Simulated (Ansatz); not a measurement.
**WSi₆: geometry relaxation (part 3 of 3)**

WSi₆ (slab, 7 atoms in the cell); DFT PBEsol, scalar-relativistic, plane waves, PAW (Ansatz 0.2.0); cutoff 420 eV, 8×8×1 k-mesh, Gaussian smearing of 0.05 eV, collinear spins.

Geometry of the input (Å; fractional positions):
```
3.8417  0.0000  0.0000
0.0000  3.8417  0.0000
0.0000  0.0000  25.7913
Si 0.0000  0.5000  0.3296
Si 0.0000  0.0000  0.3822
Si 0.5000  0.0000  0.4349
Si 0.5000  0.5000  0.4873
Si 0.0000  0.5000  0.5400
Si 0.0000  0.0000  0.5916
W  0.1667  0.0000  0.6948
```

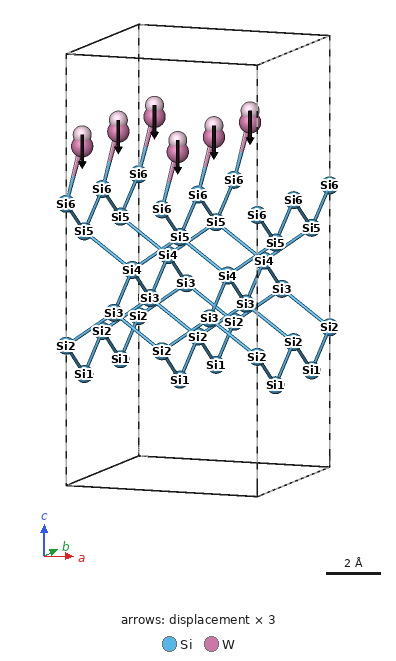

Start (faint) and end (solid) with the displacements as black arrows, magnified 3 times (ball-and-stick view of the 2 × 2 repeat of the cell, with the vacuum cut short, seen slightly off an axis). The run was cut off at its time limit before the relaxation converged, so the last structure is only a point on the way. After 3 geometry steps the energy has fallen by 0.618 eV per cell of the calculation. The largest force component goes from 2.2 to 0.1 eV/Å. The largest move is that of W7, 0.44 Å. Si stays in place. The cell stays as it was. Among the contacts that change: Si6–W7 2.736 → 2.313 Å. (Atoms are counted from 1 in the order of the input.)

Trajectory as extended XYZ (Å, eV, eV/Å), 4 frames, from step=1 to step=4
```
7
Lattice="3.8417 0.0000 0.0000 0.0000 3.8417 0.0000 0.0000 0.0000 25.7913" Properties=species:S:1:pos:R:3:forces:R:3 step=1 energy=-13975.31882
Si    0.0000    1.9209    8.5000   -0.0326   0.0000   0.0848
Si    0.0000    0.0000    9.8583    0.0236   0.0000  -0.0405
Si    1.9209    0.0000   11.2165   -0.0053   0.0000  -0.0628
Si    1.9209    1.9209   12.5668    0.0362   0.0000  -0.1139
Si    0.0000    1.9209   13.9273   -0.0584   0.0000   0.3417
Si    0.0000    0.0000   15.2590    0.3098   0.0000   1.9410
W     0.6403    0.0000   17.9190   -0.2735   0.0000  -2.1504
7
Lattice="3.8417 0.0000 0.0000 0.0000 3.8417 0.0000 0.0000 0.0000 25.7913" Properties=species:S:1:pos:R:3:forces:R:3 step=2 energy=-13975.70529
Si    0.0000    1.9209    8.5000   -0.0247   0.0000   0.0970
Si    0.0000    0.0000    9.8583    0.0159   0.0000  -0.0434
Si    1.9209    0.0000   11.2165   -0.0085   0.0000  -0.0662
Si    1.9209    1.9209   12.5668    0.0346   0.0000  -0.1045
Si    0.0000    1.9209   13.9273   -0.0945   0.0000   0.2646
Si    0.0000    0.0000   15.2590    0.2056   0.0000   1.5739
W     0.6403    0.0000   17.7240   -0.1285   0.0000  -1.7220
7
Lattice="3.8417 0.0000 0.0000 0.0000 3.8417 0.0000 0.0000 0.0000 25.7913" Properties=species:S:1:pos:R:3:forces:R:3 step=3 energy=-13975.92925
Si    0.0000    1.9209    8.5000   -0.0145   0.0000   0.1016
Si    0.0000    0.0000    9.8583    0.0065   0.0000  -0.0423
Si    1.9209    0.0000   11.2165   -0.0109   0.0000  -0.0747
Si    1.9209    1.9209   12.5668    0.0255   0.0000  -0.0762
Si    0.0000    1.9209   13.9273   -0.1222   0.0000   0.1345
Si    0.0000    0.0000   15.2590   -0.1738   0.0000   0.3360
W     0.6403    0.0000   17.5290    0.2900   0.0000  -0.3752
7
Lattice="3.8417 0.0000 0.0000 0.0000 3.8417 0.0000 0.0000 0.0000 25.7913" Properties=species:S:1:pos:R:3:forces:R:3 step=4 energy=-13975.93657
Si    0.0000    1.9209    8.5000   -0.0067   0.0000   0.0887
Si    0.0000    0.0000    9.8583   -0.0001   0.0000  -0.0252
Si    1.9209    0.0000   11.2165   -0.0095   0.0000  -0.0940
Si    1.9209    1.9209   12.5668    0.0164   0.0000  -0.0435
Si    0.0000    1.9209   13.9273   -0.1221   0.0000   0.0703
Si    0.0000    0.0000   15.2590   -0.3162   0.0000  -0.0970
W     0.6403    0.0000   17.4816    0.4383   0.0000   0.1013
```

Outcome

```csv
quantity,value
outcome,stopped at the time limit
wall time,15 min
peak memory,0.83 GiB
```

Diagnosis

The run was cut off by its time limit, so the output is incomplete. The program warns: a screening estimate came out negative during mixing.
